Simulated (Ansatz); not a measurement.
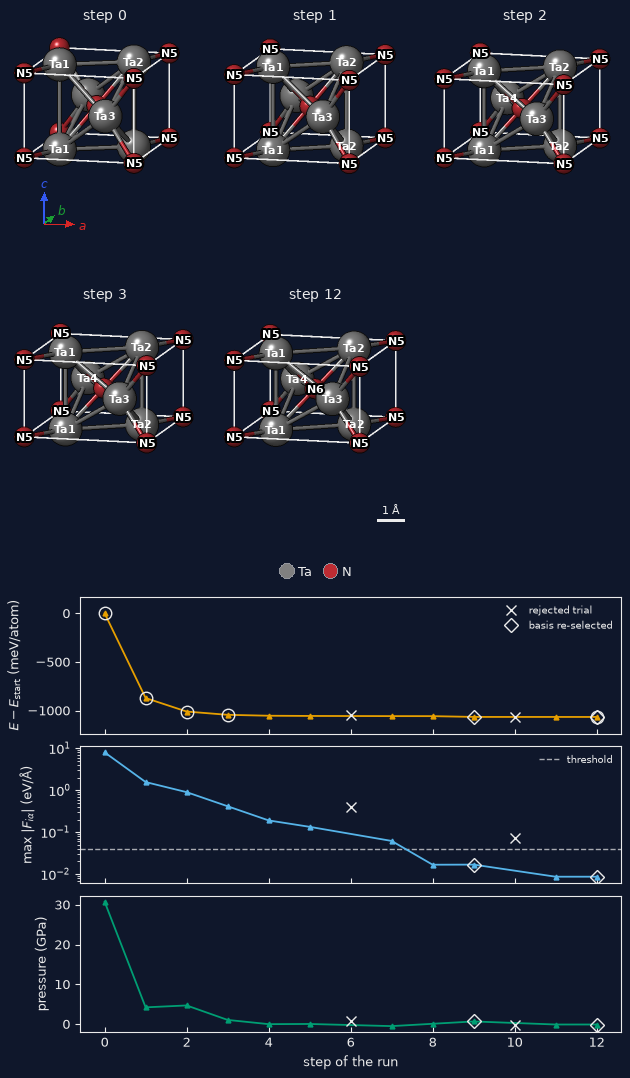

Frames of a relaxation of solid Ta₂N (built on the marcasite_58 type) (coarse preliminary run), marked on the history of the run. The picture is a ball-and-stick view of the cell of the calculation, seen slightly off an axis.

Case: marcasite type (Pnnm, No. 58).

Level of theory: Ansatz 0.2.0, DFT PBE, scalar-relativistic, plane waves, PAW. Set-up: plane-wave cutoff 420 eV; k-point mesh 4 × 4 × 6; occupations gaussian; smearing width 0.1 eV; no spin polarisation; cell and atoms relaxed; force threshold 0.04 eV/Å; at most 70 steps.

### Describe the path.

After 8 accepted moves (12 points after the start) the energy has fallen by 1065 meV per atom. The largest force component goes from 8 to 0.0087 eV/Å. Pressure: 30.75 GPa at the start and −0.10 GPa at the end. The line search rejected the trial steps at points 6, 10 of the run. The SCF was repeated twice at an unchanged geometry on a basis and grid sized afresh for the cell, which shifted the energy by 7.9 meV per atom at most. The largest moves relative to the cell, 0.31 Å, are those of Ta1, Ta2, Ta3 and Ta4. Ta4 goes roughly along [−1 −1 0]. N stays in place. Cell: a 4.349 → 4.972 Å (+14.3 %), b 5.308 → 5.429 Å (+2.3 %), c 3.314 → 2.989 Å (−9.8 %). Volume +5.4 %. Some distances before and after: Ta1–Ta2 2.167 → 2.969 Å, Ta1–Ta1 3.314 → 2.989 Å, Ta1–Ta2 (another image) 2.907 → 3.187 Å, Ta1–Ta4 3.159 → 3.102 Å. Among the angles between lasting bonds that change: Ta3–N5–Ta3 97.5° → 86.3°, Ta3–N5–Ta4 82.5° → 93.7°. The space group stays Pnnm (No. 58). The run took 36 s on 1 thread of Intel(R) Xeon(R) 6975P-C (Granite Rapids), on a shared host, peak memory 0.47 GiB. From step 0 to 1: Ta atoms move most (0.17 Å), volume +4.9 %, energy −871 meV per atom. From step 1 to 2: Ta atoms move most (0.04 Å), volume −1.1 %, energy −139 meV per atom. From step 2 to 3: Ta atoms move most (0.03 Å), volume +1.1 %, energy −33.7 meV per atom. From step 3 to 12: Ta atoms move most (0.07 Å), volume +0.6 %, energy −21.8 meV per atom.

```tsv
step	E − E(0), meV/atom	largest force component, eV/Å	pressure, GPa	volume, Å³/atom	note
0	0.00	7.9790	30.75	12.752	
1	-871.07	1.5640	4.21	13.374	
2	-1009.91	0.8988	4.69	13.222	
3	-1043.60	0.4145	1.05	13.366	
4	-1052.98	0.1905	-0.01	13.445	
5	-1055.16	0.1340	0.03	13.427	
6	-1046.73	0.4025	0.85	13.381	rejected
7	-1056.94	0.0617	-0.51	13.440	
8	-1057.25	0.0168	0.08	13.411	
9	-1065.18	0.0169	0.67	13.411	same geometry, new basis
10	-1064.83	0.0730	-0.20	13.451	rejected
11	-1065.37	0.0087	-0.10	13.447	
12	-1065.44	0.0087	-0.10	13.447	same geometry, new basis
```
